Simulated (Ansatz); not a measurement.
## Single-point calculation, with input and output: TaN

TaN (P-6m2, 2 atoms in the cell), computed with DFT PBEsol, scalar-relativistic, plane waves, PAW, no spin polarisation (Ansatz 0.2.0).

The structure derives from an entry of the Crystallography Open Database. It belongs to a series of runs on one base structure; here: strain +0.080 along x and y, +0.080 along z, atoms carried along. Figures and captions count atoms from 1; the log counts them from 0 in places.

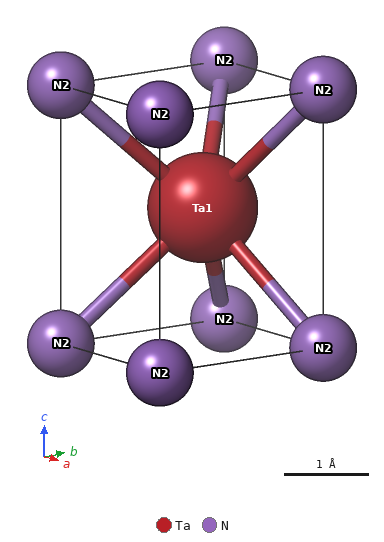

Figure 1. The structure as given in the input (ball-and-stick view of the cell of the calculation, seen slightly off an axis; atoms are numbered from 1 in the order of the input). An atom can appear more than once, as a periodic image. Near neighbours in the periodic cell (some may lie outside the picture): Ta has 6 N at 2.39 Å and 8 Ta at 3.10 to 3.16 Å; N has 6 Ta at 2.39 Å.

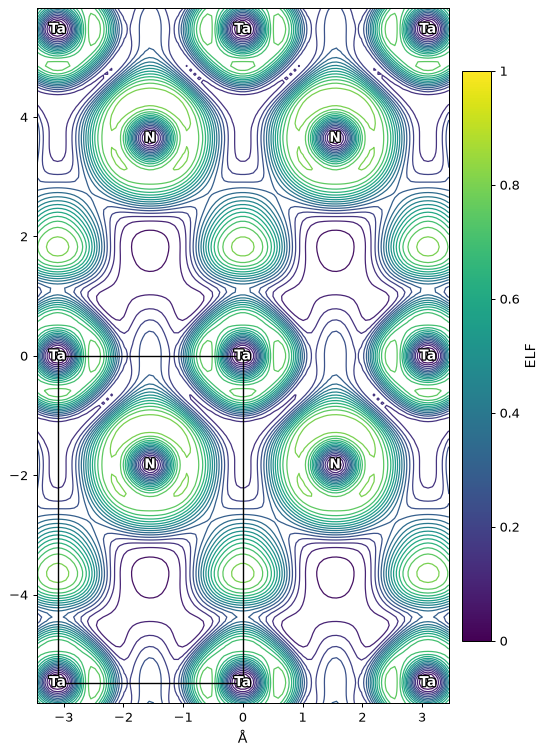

Figure 2. Electron localisation function on the (110) plane of the conventional cell. Atoms in the plane: Ta and N. Ta–N (2.39 Å): the ELF is about 0.20 at the midpoint; no shared pair; the contact is polar. Ta–Ta (3.10 Å): the ELF is about 0.30 at the midpoint (no localised pair between them). The strong features right at Ta lie inside the PAW spheres (semicore, d or f shells) and say nothing about bonding. In a PAW calculation such maps are meaningful between the atoms, not at the nuclei.

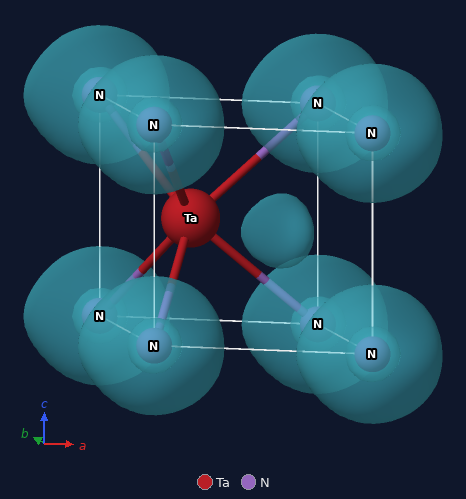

Figure 3. Isosurface of the electron localisation function at 0.6 (cyan), seen slightly off an axis. Core shells and regions of very low density are left out. Sticks mark near contacts. The outline is the cell set on symmetry axes. Along the contacts the grid gives the following. Ta–N (2.39 Å): the ELF is about 0.20 at the midpoint (no shared pair; the contact is polar). Ta–Ta (3.10 Å): the ELF is about 0.30 at the midpoint; no localised pair between them.

The input and output of the run follow.

### Input
```yaml
crystal:
  lattice:
    - [3.1579081683, 0.0, 0.0]
    - [-1.5789540842, 2.7348286966, 0.0]
    - [0.0, 0.0, 3.100385854]
  atoms:
    - { symbol: Ta, position: [0.3333333333, 0.6666666667, 0.5] }
    - { symbol: "N", position: [0.0, 0.0, 0.0] }
basis:
  ecutwfc: 420
kpoints:
  mp_grid: { grid: [24, 24, 20] }
hamiltonian:
  xc: pbesol
scf:
  occupations: { method: gaussian, width: 0.15 }
output:
  forces: true
  stress: true
  eigenvalues: true
  write_density: true
  write_potential: true
  elf: true
  volumetric_format: npy
```

Launch command:
```bash
ansatz run input.yaml --threads 2 --pin off --max-ram 5120MiB --backend cpu --events-out ev --progress --plain --runs-dir out
```

### Log
```
Engine: ansatz 0.2.0, x86_64-unknown-linux-gnu
Pseudopotentials: kind: paw
Pseudopotential: Ta, paw, valence charge 13, recommended cutoff 420 eV (normal), Ta.paw.azcp
Pseudopotential: N, paw, valence charge 5, recommended cutoff 420 eV (normal), N.paw.azcp
Functional definition: PBEsol
  exchange = pbesol_x
  correlation = pbesol_c
Crystal: 2 atoms, lattice volume = 26.776 Å³
Basis set: ecut = 420 eV, 527 PW (Γ), exchange–correlation on 48×48×48 points (8 copies of the dense FFT grid, shifted against one another)
Bands: 13, of which v1, the nominal top of the filled ones, is band 9 counted from 1 (8 counted from 0)
Symmetry: 12 space group operations
Space group: P-6m2 (ITA 187), of the structure as read, at distance tolerance 3.0e-5 Å
k-points: 671 of 11520 (time reversal used)
Non-local potential: Ta, projectors of the file, l = 0: 3, l = 1: 2, l = 2: 2, l = 3: 1
Non-local potential: N, projectors of the file, l = 0: 2, l = 1: 2, l = 2: 1
PAW form: soft (Blöchl's): semilocal exchange-correlation on the pseudo side does not see the compensation charge
PAW frozen core: Ta, regenerated for the run's functional, and the local potential with it (the file was generated under x = pbe(κ = 0.804, μ = 0.2195149727645171), c = pbe(β = 0.06672455060314922))
PAW frozen core: N, regenerated for the run's functional, and the local potential with it (the file was generated under x = pbe(κ = 0.804, μ = 0.2195149727645171), c = pbe(β = 0.06672455060314922))
PAW one-centre angular grid: Ta, 590 points (default); XC on 64 Gauss nodes
PAW one-centre angular grid: N, 110 points (default); XC on 64 Gauss nodes
Initial density: superposition of atomic densities (neutral atoms: chi_scale 0, normalization atom), corrected by the library's trained network
Initial wavefunctions: pseudopotential atomic-orbital guess
Functional: x = pbesol(κ = 0.804, μ = 0.12345679012345678), c = pbesol(β = 0.046)
SCF iter   1: F=—  HF=-10186.580888 eV  |F-HF|=—  |Δ(HF+E_count)|=         —  Δρ=1.39e-2  dr2=4.66e-2  ethr=1.77e-3  ⟨swp⟩=5.1  Hψ=42273  notcnv=0
preconditioner: auto → none  [metal: Δε(μ)=0.004 eV  Ē_g=9.056 eV  σ=0.150 eV  W_gap=0.01  n_scr=8 (ndim 8)  ℏωp=22.7 eV  f_vac=0.000  D(μ)=0.10/eV (n_scr^D=0)  sad-step TF]
SCF iter   2: F=—  HF=-10186.574763 eV  |F-HF|=—  |Δ(HF+E_count)|=   6.13e-3  Δρ=7.61e-3  dr2=1.61e-2  ethr=2.59e-4  ⟨swp⟩=1.0  Hψ=14091  notcnv=0
SCF iter   3: F=—  HF=-10186.571869 eV  |F-HF|=—  |Δ(HF+E_count)|=   2.89e-3  Δρ=6.33e-4  dr2=8.03e-5  ethr=8.97e-5  ⟨swp⟩=2.0  Hψ=10648  notcnv=0
SCF iter   4: F=—  HF=-10186.571843 eV  |F-HF|=—  |Δ(HF+E_count)|=   2.59e-5  Δρ=1.17e-4  dr2=1.98e-6  ethr=4.46e-7  ⟨swp⟩=2.0  Hψ=14097  notcnv=0
iter 5 did not close the SCF: its close was put off for the readings that it lacked (scf_convergence_deferred on its scf_iter line)
SCF iter   5: F=-10186.571843 eV  HF=-10186.571843 eV  |F-HF|=9.92e-9  |Δ(HF+E_count)|=   1.15e-7  Δρ=1.17e-5  dr2=1.10e-8  ethr=1.10e-8  ⟨swp⟩=2.1  Hψ=11859  notcnv=0
SCF iter   6: F=-10186.571843 eV  HF=-10186.571843 eV  |F-HF|=1.47e-10  |Δ(HF+E_count)|=   1.15e-8  Δρ=2.01e-6  dr2=4.18e-10  ethr=6.13e-11  ⟨swp⟩=5.6  Hψ=47630  notcnv=0
SCF 1 converged in 6 iterations: F = -10186.571843 eV  dr2 = 4.18e-10
  greatest PAW one-centre occupation: 1.000 electrons in one spin orbital (limit 2), on the Ta atom at site 0 (counted from 0), in its partial waves of l = 0
SCF converged after 6 iterations
Free energy (F): -10186.571843 eV
Harris-Foulkes:  -10186.571843 eV  (|F-HF|=1.47e-10)
Internal energy: -10186.570791 eV  (E = F + TS)
E sigma→0 (E₀):  -10186.571317 eV
Entropy (-TS):   -0.001052 eV (-0.526 meV/atom)
Fermi energy:    15.615611 eV
--- Per-component energies (eV) ---
  E_band       = -130.278214
  E_kinetic    = 484.347203
  E_local      = -748.450515  (includes V_loc(G=0)·N_el)
  E_nonlocal   = 59.976021
  E_hartree    = 240.717218
  E_xc         = -273.134898
  E_vxc        = -275.443317  (∫ρ·V_xc dr)
  E_paw        = -8393.065002  (= ΣΔE_a)
  E_vpaw       = -132.141970  (= ΣTr[D̂ρ^β])
  E_aug_tail   = 0.000257  (compensation charges beyond the density's cutoff)
  E_ewald      = -1557.202821
  E_core_change = 0.241745  (= ΣΔE_core)
  E_smearing   = -0.001052  (= −TS)
  E_closure    = 0.000000  (closes the sum)
  Σ components = -10186.571843   (vs F -10186.571843, Δ=0.00e0)
--- Forces (eV/Å), atoms counted from 1 ---
  atom   1  Ta     0.00000000     0.00000000     0.00000000
  atom   2  N      0.00000000     0.00000000     0.00000000
  max |Σ_I F_I| component: 2.78e-16 eV/Å
--- Stress (GPa, compression-positive) ---
      -48.601122      -0.000000       0.000000
        0.000000     -48.601122       0.000000
        0.000000       0.000000     -54.304237
  P = ⅓ Tr σ = -50.5022 GPa (-505.022 kbar)
--- Band table (eV; the first three rows and the last of 671) ---
  k-point 0: bands = ["-53.3708", "-19.7114", "-19.5226", "-19.5226", "-0.5054", "11.9557", "11.9557", "12.2834", "13.0462", "16.3332", "18.3206", "18.3206", "18.4946"]
  k-point 1: bands = ["-53.3704", "-19.7220", "-19.5218", "-19.5218", "-0.4716", "11.9722", "11.9722", "11.9812", "13.2906", "16.4462", "17.9439", "17.9439", "18.8078"]
  k-point 2: bands = ["-53.3691", "-19.7525", "-19.5193", "-19.5193", "-0.3725", "11.4164", "12.0202", "12.0202", "13.7138", "16.7544", "17.4697", "17.4697", "19.0915"]
  k-point 670: bands = ["-53.3227", "-20.0132", "-19.8070", "-19.7836", "1.1591", "9.1052", "9.9716", "12.0459", "15.2020", "18.4664", "19.2813", "20.5686", "21.3246"]
```

### Summary

```json
{"quantity": "outcome", "value": "converged"}
{"quantity": "space group (tolerance 0.01 Å)", "value": "P-6m2 (187)"}
{"quantity": "electrons treated", "value": "18"}
{"quantity": "free energy", "value": "−10186.5718 eV"}
{"quantity": "Fermi energy", "value": "15.616 eV"}
{"quantity": "gap on the k-point mesh", "value": "none (metallic)"}
{"quantity": "pressure", "value": "−50.50 GPa"}
{"quantity": "largest force (length of the vector)", "value": "under 0.001 eV/Å"}
{"quantity": "hardware", "value": "2 threads of AMD EPYC (Zen 3), 32 GiB of memory available, shared host"}
{"quantity": "wall time", "value": "9.1 s (CPU time 18 s)"}
{"quantity": "peak memory", "value": "0.61 GiB"}
```

### Remarks

Spin–orbit coupling is left out, which matters for Ta. The cell is under a tension of 51 GPa at this level, so it is not at its equilibrium volume.
